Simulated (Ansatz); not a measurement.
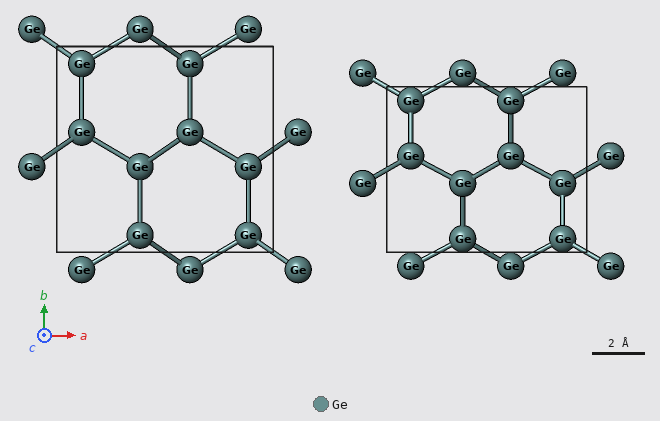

Two geometries of a crystal of Ge (a generated structure, set up in Pnna) (coarse preliminary run), drawn at one scale. One is the start of a relaxation, the other its converged end. Style: ball-and-stick. Shown: the cell of the calculation, along the c axis.

Computed with Ansatz 0.2.0, DFT PBE, scalar-relativistic, plane waves, PAW. (plane-wave cutoff 420 eV; k-point mesh 2 × 4 × 6; occupations gaussian; smearing width 0.1 eV; no spin polarisation; cell and atoms relaxed; force threshold 0.04 eV/Å; at most 70 steps)

Which of the two is the end point?

The left one is the relaxed one. The largest moves relative to the cell, 0.35 Å, are those of Ge atoms. Cell: a 7.807 → 8.455 Å (+8.3 %), b 6.462 → 8.041 Å (+24.4 %), c 3.268 → 2.763 Å (−15.5 %). Volume +13.9 %. Near-neighbour distances that change, for instance: Ge–Ge 3.266 → 2.740 Å, Ge–Ge 3.268 → 2.763 Å, Ge–Ge 2.311 → 2.740 Å, Ge–Ge 2.305 → 2.675 Å. Among the angles between lasting bonds that change: Ge–Ge–Ge 119.9° → 111.3°, Ge–Ge–Ge 124.1° → 119.4°, Ge–Ge–Ge 116.0° → 120.5°. The space group (tolerance 0.01 Å) goes from Pnna (No. 52) to Cmcm (No. 63). The energy falls by 3.070 eV per cell of the calculation in 13 accepted moves (16 points after the start). The largest force component goes from 0.31 to 0.0095 eV/Å. The pressure goes from 13.54 to 0.10 GPa. The line search rejected the trial step at point 10 of the run. At 2 points the geometry stayed and the basis and grid were re-selected for the new cell (energy shift of 0.123 eV per cell of the calculation at most each time).

Limits of the set-up: the k-point mesh is coarse for a cell with partly filled bands.
